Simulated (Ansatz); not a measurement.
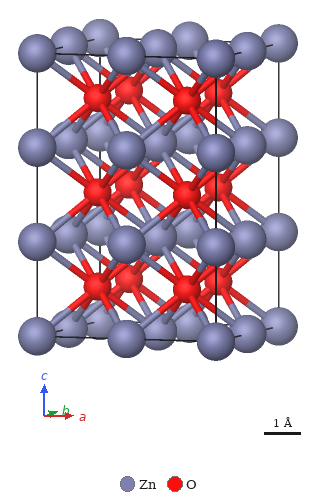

Starting frame of a dynamics run of a 24-atom cell of ZnO (built on the CsCl type). The picture is a ball-and-stick view of the simulation cell, seen from a free direction. Bonds to atoms that aren't drawn are left out.

Theory: DFT, PBE, plane waves, PAW (Ansatz).

The input:
```yaml
crystal:
  lattice:
    - [5.292341918, 0.0, 0.0]
    - [0.0, 5.292341918, 0.0]
    - [0.0, 0.0, 7.938512877]
  atoms:
    - { symbol: Zn, position: [0.0, 0.0, 0.0] }
    - { symbol: O, position: [0.25, 0.25, 0.1666666667] }
    - { symbol: Zn, position: [0.0, 0.0, 0.3333333333] }
    - { symbol: O, position: [0.25, 0.25, 0.5] }
    - { symbol: Zn, position: [0.0, 0.0, 0.6666666667] }
    - { symbol: O, position: [0.25, 0.25, 0.8333333333] }
    - { symbol: Zn, position: [0.0, 0.5, 0.0] }
    - { symbol: O, position: [0.25, 0.75, 0.1666666667] }
    - { symbol: Zn, position: [0.0, 0.5, 0.3333333333] }
    - { symbol: O, position: [0.25, 0.75, 0.5] }
    - { symbol: Zn, position: [0.0, 0.5, 0.6666666667] }
    - { symbol: O, position: [0.25, 0.75, 0.8333333333] }
    - { symbol: Zn, position: [0.5, 0.0, 0.0] }
    - { symbol: O, position: [0.75, 0.25, 0.1666666667] }
    - { symbol: Zn, position: [0.5, 0.0, 0.3333333333] }
    - { symbol: O, position: [0.75, 0.25, 0.5] }
    - { symbol: Zn, position: [0.5, 0.0, 0.6666666667] }
    - { symbol: O, position: [0.75, 0.25, 0.8333333333] }
    - { symbol: Zn, position: [0.5, 0.5, 0.0] }
    - { symbol: O, position: [0.75, 0.75, 0.1666666667] }
    - { symbol: Zn, position: [0.5, 0.5, 0.3333333333] }
    - { symbol: O, position: [0.75, 0.75, 0.5] }
    - { symbol: Zn, position: [0.5, 0.5, 0.6666666667] }
    - { symbol: O, position: [0.75, 0.75, 0.8333333333] }
kpoints:
  mp_grid: { grid: [4, 4, 2] }
hamiltonian:
  xc: pbe
scf:
  occupations: { method: fermi_dirac, width: 0.086 }
md:
  ensemble: nvt_langevin
  temperature: 1000
  timestep: 3.0
  n_steps: 20
  initial_velocities: maxwell_boltzmann
  seed: 7484
```

Command:
```bash
ansatz run input.yaml --threads 4 --pin off --max-ram 3686MiB --backend cpu --events-out ev --progress --plain --runs-dir out
```

Q: Predict how the run goes.

A: The mean temperature in the second half is 1269 K (standard deviation 157 K). The temperature is still climbing (849 K in the second quarter, 1356 K in the last), so the run isn't equilibrated. The potential energy is still drifting at the end, so the run hasn't reached equilibrium. The potential energy in the second half lies on average 44.3 meV per atom below the first frame. In the second half of the run the atoms are, in the root-mean-square, this far from where they began (common drift taken out): O 0.47 Å, Zn 0.21 Å. The potential energy sinks well below that of the force-free first frame, so the starting arrangement isn't stable at these settings: the atoms shift into a lower-energy one.

Along the run (each row but the first and the last is the mean over the interval that it begins):

```csv
time (fs),potential energy (meV/atom),T (K)
0.0,0.0,958
9.0,18.5,793
18.0,17.3,818
27.0,-12.7,1094
36.0,-42.4,1264
45.0,-36.2,1165
54.0,-70.9,1483
```

The paths of the atoms:

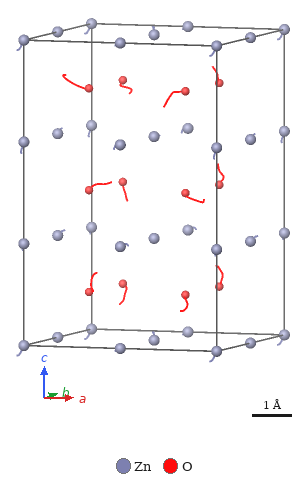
